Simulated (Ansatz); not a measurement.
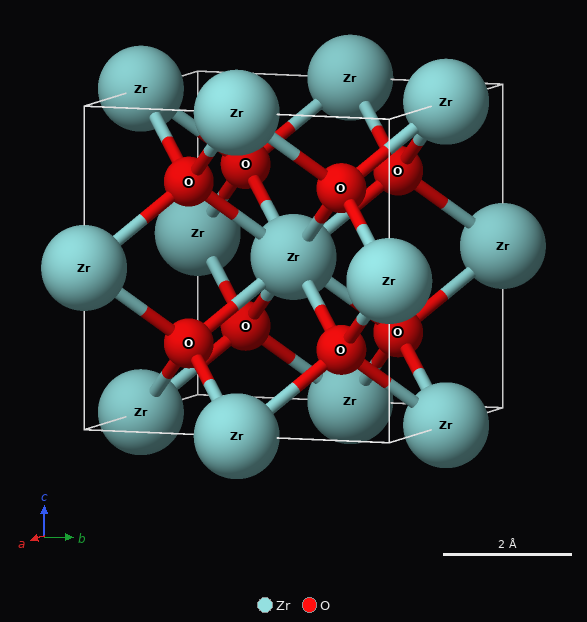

**Figure 1.** The structure as given in the input (ball-and-stick view of the cell 4 times as large as that of the calculation, set on its symmetry axes, seen slightly off an axis). An atom can appear more than once, as a periodic image.

## Run report: ZrO₂, geometry relaxation

- system: ZrO₂ (Fm-3m, 3 atoms in the cell)
- method: DFT PBE, scalar-relativistic, plane waves, PAW, no spin polarisation (Ansatz 0.2.0)

The structure was made by a generator, so it may or may not be a known phase.

## Input
```yaml
crystal:
  lattice:
    - [0.0, 2.5574928175, 2.5574928175]
    - [2.5574928175, 0.0, 2.5574928175]
    - [2.5574928175, 2.5574928175, 0.0]
  atoms:
    - { symbol: Zr, position: [0.5, 0.5, 0.5] }
    - { symbol: O, position: [0.25, 0.25, 0.25] }
    - { symbol: O, position: [0.75, 0.75, 0.75] }
basis:
  ecutwfc: 420
kpoints:
  mp_grid: { grid: [8, 8, 8] }
hamiltonian:
  xc: pbe
scf:
  occupations: { method: gaussian, width: 0.02 }
output:
  forces: true
  stress: true
  eigenvalues: true
relax:
  adjacent_minimum: "off"
  f_tol: 0.01
  max_steps: 80
  cell: { stress_tol: 0.05 }
```

Run on 1 thread of Intel Xeon @ 2.70GHz, 189 GiB of memory available, shared host.

Run as:
```bash
ansatz run input.yaml --threads 1 --pin off --max-ram 2560MiB --backend cpu --events-out ev --progress --plain --runs-dir out
```

## Log
```
Engine: ansatz 0.2.0, x86_64-unknown-linux-gnu
Pseudopotentials: kind: paw
Pseudopotential: Zr, paw, valence charge 12, recommended cutoff 420 eV (normal), Zr.paw.azcp
Pseudopotential: O, paw, valence charge 6, recommended cutoff 420 eV (normal), O.paw.azcp
Functional definition: PBE
  parameter kappa = 0.804
  parameter beta = 0.06672455060314922
  exchange = pbe_x(kappa = kappa, mu = beta*pi^2/3)
  correlation = pbe_c(beta = beta)
Crystal: 3 atoms, lattice volume = 33.456 Å³
Basis set: ecut = 420 eV, 645 PW (Γ), exchange–correlation on 50×50×50 points (8 copies of the dense FFT grid, shifted against one another)
Bands: 16, of which v1, the nominal top of the filled ones, is band 12 counted from 1 (11 counted from 0)
Symmetry: 48 space group operations
Space group: Fm-3m (ITA 225), of the structure as read, at distance tolerance 3.2e-5 Å
k-points: 29 of 512
Non-local potential: Zr, projectors of the file, l = 0: 3, l = 1: 2, l = 2: 2, l = 3: 2
Non-local potential: O, projectors of the file, l = 0: 2, l = 1: 2, l = 2: 1
PAW form: soft (Blöchl's): semilocal exchange-correlation on the pseudo side does not see the compensation charge
PAW one-centre angular grid: Zr, 590 points (default); XC on 64 Gauss nodes
PAW one-centre angular grid: O, 110 points (default); XC on 64 Gauss nodes
Initial density: superposition of atomic densities (neutral atoms: chi_scale 0, normalization atom), corrected by the library's trained network
Initial wavefunctions: pseudopotential atomic-orbital guess
Functional: x = pbe(κ = 0.804, μ = 0.2195149727645171), c = pbe(β = 0.06672455060314922)
SCF iter   1: F=—  HF=-5323.820521 eV  |F-HF|=—  |Δ(HF+E_count)|=         —  Δρ=2.22e-3  dr2=1.16e-3  ethr=1.77e-3  ⟨swp⟩=6.0  Hψ=2197  notcnv=0
preconditioner: auto → none  [insulator: Δε(μ)=3.352 eV  Ē_g=17.160 eV  σ=0.020 eV  W_gap=1.00  n_scr=14 (ndim 8)  ℏωp=30.1 eV  f_vac=0.026  D(μ)=0.00/eV (n_scr^D=0)  ε∞_Penn≈4.1]
SCF iter   2: F=—  HF=-5323.820419 eV  |F-HF|=—  |Δ(HF+E_count)|=   1.02e-4  Δρ=1.59e-3  dr2=6.86e-4  ethr=4.85e-6  ⟨swp⟩=2.0  Hψ=1153  notcnv=0
SCF iter   3: F=—  HF=-5323.820276 eV  |F-HF|=—  |Δ(HF+E_count)|=   1.43e-4  Δρ=5.72e-4  dr2=1.79e-5  ethr=2.86e-6  ⟨swp⟩=2.0  Hψ=693  notcnv=0
SCF iter   4: F=—  HF=-5323.820196 eV  |F-HF|=—  |Δ(HF+E_count)|=   7.99e-5  Δρ=1.64e-4  dr2=1.63e-6  ethr=7.44e-8  ⟨swp⟩=2.0  Hψ=801  notcnv=0
iter 5 did not close the SCF: its close was put off for the readings that it lacked (scf_convergence_deferred on its scf_iter line)
SCF iter   5: F=-5323.820203 eV  HF=-5323.820203 eV  |F-HF|=3.13e-8  |Δ(HF+E_count)|=   7.29e-6  Δρ=1.16e-5  dr2=9.92e-9  ethr=6.80e-9  ⟨swp⟩=2.0  Hψ=809  notcnv=0
SCF iter   6: F=-5323.820203 eV  HF=-5323.820203 eV  |F-HF|=2.18e-10  |Δ(HF+E_count)|=   3.60e-8  Δρ=1.17e-6  dr2=2.59e-10  ethr=4.13e-11  ⟨swp⟩=2.0  Hψ=1616  notcnv=0
SCF 1 converged in 6 iterations: F = -5323.820203 eV  dr2 = 2.59e-10
  greatest PAW one-centre occupation: 0.995 electrons in one spin orbital (limit 2), on the Zr atom at site 0 (counted from 0), in its partial waves of l = 0
relax step   1: F+E_penalty+E_count = -5323.82020303 eV  Δ(F+E_penalty+E_count) = +0.000e0 eV  max|allowed force component| = 1.542e-18 eV/Å  Δτ_max = 0.0000 Å  P = +0.120 GPa  Ω = 33.456 Å³  (6 SCF iters, dr2 threshold 1.00e-7 eV, accepted)
Crystal: 3 atoms, lattice volume = 33.476 Å³
Initial density: handed on by an earlier stage of this run
Initial wavefunctions: those handed on with the density
iter 1 solved again at ethr=1.23e-8 eV; its pass at ethr=3.10e-3 eV (dr2=2.95e-6 eV) is discarded
SCF iter   1: F=—  HF=-5323.820247 eV  |F-HF|=—  |Δ(HF+E_count)|=         —  Δρ=9.19e-5  dr2=2.36e-6  ethr=1.23e-8  ⟨swp⟩=2.7  Hψ=2871  notcnv=0
preconditioner: auto → none  [insulator: Δε(μ)=3.316 eV  Ē_g=17.141 eV  σ=0.020 eV  W_gap=1.00  n_scr=14 (ndim 8)  ℏωp=30.1 eV  f_vac=0.026  D(μ)=0.00/eV (n_scr^D=0)  ε∞_Penn≈4.1]
SCF iter   2: F=—  HF=-5323.820124 eV  |F-HF|=—  |Δ(HF+E_count)|=   1.23e-4  Δρ=5.15e-5  dr2=7.74e-7  ethr=9.82e-9  ⟨swp⟩=2.0  Hψ=696  notcnv=0
SCF iter   3: F=—  HF=-5323.820124 eV  |F-HF|=—  |Δ(HF+E_count)|=   1.65e-7  Δρ=1.55e-5  dr2=7.90e-8  ethr=3.22e-9  ⟨swp⟩=2.0  Hψ=651  notcnv=0
SCF iter   4: F=-5323.820124 eV  HF=-5323.820124 eV  |F-HF|=3.11e-9  |Δ(HF+E_count)|=   3.68e-9  Δρ=4.53e-6  dr2=5.51e-9  ethr=1.51e-10  ⟨swp⟩=4.0  Hψ=1457  notcnv=0
SCF 2 converged in 4 iterations: F = -5323.820124 eV  dr2 = 5.51e-9
relax step   2: F+E_penalty+E_count = -5323.82012371 eV  Δ(F+E_penalty+E_count) = +7.932e-5 eV  max|allowed force component| = 5.397e-18 eV/Å  Δτ_max = 0.0000 Å  P = -0.025 GPa  Ω = 33.476 Å³  energy of the carried Pulay correction = -8.523e-5 eV  (4 SCF iters, dr2 threshold 3.62e-8 eV, accepted)
Initial wavefunctions: pseudopotential atomic-orbital guess (no wavefunctions were taken with the density)
iter 1 solved again at ethr=4.52e-8 eV; its pass at ethr=3.10e-3 eV (dr2=1.08e-5 eV) is discarded
SCF iter   1: F=—  HF=-5323.820474 eV  |F-HF|=—  |Δ(HF+E_count)|=         —  Δρ=1.73e-5  dr2=2.74e-8  ethr=4.52e-8  ⟨swp⟩=3.3  Hψ=3593  notcnv=0
preconditioner: auto → none  [insulator: Δε(μ)=3.317 eV  Ē_g=17.142 eV  σ=0.020 eV  W_gap=1.00  n_scr=14 (ndim 8)  ℏωp=30.1 eV  f_vac=0.026  D(μ)=0.00/eV (n_scr^D=0)  ε∞_Penn≈4.1]
SCF iter   2: F=—  HF=-5323.820350 eV  |F-HF|=—  |Δ(HF+E_count)|=   1.24e-4  Δρ=1.17e-5  dr2=4.08e-8  ethr=1.14e-10  ⟨swp⟩=2.9  Hψ=893  notcnv=0
SCF iter   3: F=—  HF=-5323.820350 eV  |F-HF|=—  |Δ(HF+E_count)|=   6.53e-9  Δρ=5.21e-6  dr2=1.78e-9  ethr=1.14e-10  ⟨swp⟩=2.0  Hψ=648  notcnv=0
SCF iter   4: F=—  HF=-5323.820350 eV  |F-HF|=—  |Δ(HF+E_count)|=   2.25e-9  Δρ=1.47e-6  dr2=6.30e-10  ethr=7.41e-12  ⟨swp⟩=2.6  Hψ=788  notcnv=0
SCF iter   5: F=-5323.820350 eV  HF=-5323.820350 eV  |F-HF|=8.19e-12  |Δ(HF+E_count)|=  9.73e-11  Δρ=3.31e-7  dr2=2.79e-11  ethr=1.00e-12  ⟨swp⟩=4.6  Hψ=2261  notcnv=0
SCF 3 converged in 5 iterations: F = -5323.820350 eV  dr2 = 2.79e-11
relax step   3: F+E_penalty+E_count = -5323.82034991 eV  Δ(F+E_penalty+E_count) = -2.262e-4 eV  max|allowed force component| = 5.782e-18 eV/Å  Δτ_max = 0.0000 Å  P = -0.021 GPa  Ω = 33.476 Å³  stress off target by 2.08e-2 GPa  SCF on the basis re-selected at this cell (its energy is not comparable with the rows above)  (5 SCF iters)
```

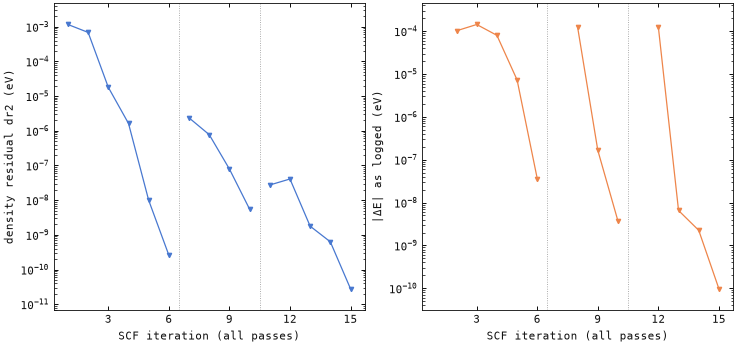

**Figure 2.** Convergence of the self-consistent field: density residual dr2 and size of the energy change against the SCF iteration. The dotted lines part the SCF passes of the relaxation: geometry steps, rejected trials and re-solves on a re-selected basis. The passes take 6, 4 and 5 iterations.

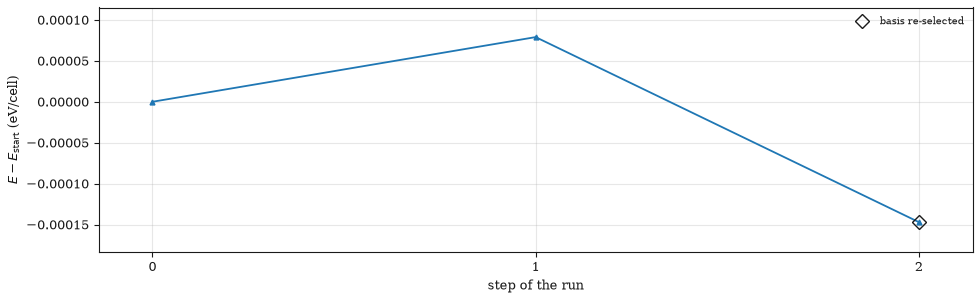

**Figure 3.** Progress of the relaxation, step by step (the first geometry is step 0 here and step 1 in the log). The atoms keep their places (all moves are under 0.005 Å). The cell doesn't change. The space group stays Fm-3m (No. 225). Over 1 geometry step the energy rises by 0.1 meV per cell of the calculation. All forces vanish by symmetry, so only the cell relaxes. Pressure: 0.12 GPa at the start and −0.02 GPa at the end. A last SCF at the same geometry on a re-selected plane-wave basis shifts the energy by −0.2 meV per cell of the calculation.

```
basis re-selected at this cell: Δ(F+E_penalty+E_count) = -2.262e-4 eV, ΔP = +0.005 GPa vs the last step (what re-selecting the basis moved, of the pressure what is left beyond the Pulay correction that the steps carried, after the strain that the cell walked since its last selection, with what the two solves' SCF thresholds leave and, on support functions, any second-order correction that the steps lacked; it is no measure of the basis error at this ecutwfc). This SCF's stress stands 2.08e-2 GPa from its target on what of the cell is left free (relax.cell.stress_tol is 5.00e-2 GPa) and its largest allowed force component is 5.78e-18 eV/Å (relax.f_tol is 1.00e-2 eV/Å): within both
SCF converged after 5 iterations
Free energy (F): -5323.820350 eV
Harris-Foulkes:  -5323.820350 eV  (|F-HF|=8.19e-12)
Internal energy: -5323.820350 eV  (E = F + TS)
E sigma→0 (E₀):  -5323.820350 eV
Fermi energy:    13.563619 eV
--- Per-component energies (eV) ---
  E_band       = -66.691370
  E_kinetic    = 686.581882
  E_local      = -1151.751407  (includes V_loc(G=0)·N_el)
  E_nonlocal   = 171.102463
  E_hartree    = 379.874147
  E_xc         = -311.766706
  E_vxc        = -382.576452  (∫ρ·V_xc dr)
  E_paw        = -3268.711391  (= ΣΔE_a)
  E_vpaw       = -149.801084  (= ΣTr[D̂ρ^β])
  E_aug_tail   = 0.004986  (compensation charges beyond the density's cutoff)
  E_ewald      = -1829.154323
  E_smearing   = -0.000000  (= −TS)
  E_closure    = 0.000000  (closes the sum)
  Σ components = -5323.820350   (vs F -5323.820350, Δ=0.00e0)
--- Forces (eV/Å), atoms counted from 1 ---
  atom   1  Zr     0.00000000    -0.00000000     0.00000000
  atom   2  O      0.00000000    -0.00000000     0.00000000
  atom   3  O     -0.00000000     0.00000000    -0.00000000
  max |Σ_I F_I| component: 2.31e-18 eV/Å
--- Stress (GPa, compression-positive) ---
       -0.020760       0.000000      -0.000000
        0.000000      -0.020760       0.000000
       -0.000000       0.000000      -0.020760
  P = ⅓ Tr σ = -0.0208 GPa (-0.208 kbar)
--- Band table (eV; the first three rows and the last of 29) ---
  k-point 0: bands = ["-36.2492", "-14.0661", "-14.0661", "-14.0661", "-6.2196", "-3.7152", "6.7620", "6.7620", "6.7620", "11.3775", "11.3775", "11.3775", "15.2220", "15.2220", "18.3716", "21.0849"]
  k-point 1: bands = ["-36.2429", "-14.1695", "-14.0758", "-14.0758", "-6.0118", "-3.8656", "6.9094", "6.9094", "7.1684", "11.0114", "11.1051", "11.1051", "15.4975", "15.4975", "18.8411", "20.5857"]
  k-point 2: bands = ["-36.2276", "-14.4035", "-14.0991", "-14.0991", "-5.5600", "-4.1405", "7.2723", "7.2723", "8.1312", "10.2819", "10.6236", "10.6236", "15.8938", "15.8938", "18.6193", "20.4528"]
  k-point 28: bands = ["-36.1916", "-14.5026", "-14.5026", "-14.2330", "-4.5228", "-4.5228", "7.2289", "7.3083", "9.5543", "9.5543", "10.5467", "11.7080", "16.2811", "16.4094", "18.0612", "18.0612"]
--- Relaxed structure (2 steps of the walk, 2 accepted, 1 SCFs on fresh bases) ---
  F+E_penalty+E_count = -5323.82034991 eV   max|allowed force component| = 5.782e-18 eV/Å   (the final SCF, on the basis selected at the relaxed cell)
  cell:  # Å, volume = 33.4759 Å³
    - [3.6622986486437056e-35, 2.55800151501901, 2.55800151501901]
    - [2.55800151501901, 4.936141656867603e-35, 2.55800151501901]
    - [2.55800151501901, 2.55800151501901, 0.0]
  atoms:
    - { symbol: Zr, position: [0.5, 0.5, 0.5] }
    - { symbol: O, position: [0.25, 0.25, 0.25] }
    - { symbol: O, position: [0.75, 0.75, 0.75] }
```

## Trajectory as extended XYZ (Å, eV, eV/Å), 3 frames, from step=1 to step=3
```
3
Lattice="0.0000 2.5575 2.5575 2.5575 0.0000 2.5575 2.5575 2.5575 0.0000" Properties=species:S:1:pos:R:3:forces:R:3 step=1 energy=-5323.82020 pressure_GPa=0.12
Zr    2.5575    2.5575    2.5575    0.0000   0.0000   0.0000
O     1.2787    1.2787    1.2787    0.0000   0.0000   0.0000
O     3.8362    3.8362    3.8362    0.0000   0.0000   0.0000
3
Lattice="0.0000 2.5580 2.5580 2.5580 0.0000 2.5580 2.5580 2.5580 0.0000" Properties=species:S:1:pos:R:3:forces:R:3 step=2 energy=-5323.82012 pressure_GPa=-0.03
Zr    2.5580    2.5580    2.5580    0.0000   0.0000   0.0000
O     1.2790    1.2790    1.2790    0.0000   0.0000   0.0000
O     3.8370    3.8370    3.8370    0.0000   0.0000   0.0000
3
Lattice="0.0000 2.5580 2.5580 2.5580 0.0000 2.5580 2.5580 2.5580 0.0000" Properties=species:S:1:pos:R:3:forces:R:3 step=3 energy=-5323.82035 pressure_GPa=-0.02
Zr    2.5580    2.5580    2.5580    0.0000   0.0000   0.0000
O     1.2790    1.2790    1.2790    0.0000   0.0000   0.0000
O     3.8370    3.8370    3.8370    0.0000   0.0000   0.0000
```

## Results in brief

| quantity | value |
| --- | --- |
| outcome | converged |
| space group (tolerance 0.01 Å) | Fm-3m (225) |
| electrons treated | 24 |
| free energy | −5323.8203 eV |
| Fermi energy | 13.564 eV |
| gap on the k-point mesh | 3.32 eV |
| pressure | −0.02 GPa |
| final volume | 33.48 Å³ |
| largest force (length of the vector) at the end | under 0.001 eV/Å |
| final cell | a = 3.618 Å, b = 3.618 Å, c = 3.618 Å, α = 60.00°, β = 60.00°, γ = 60.00° |
| wall time | 3.5 s |
| peak memory | 0.33 GiB |
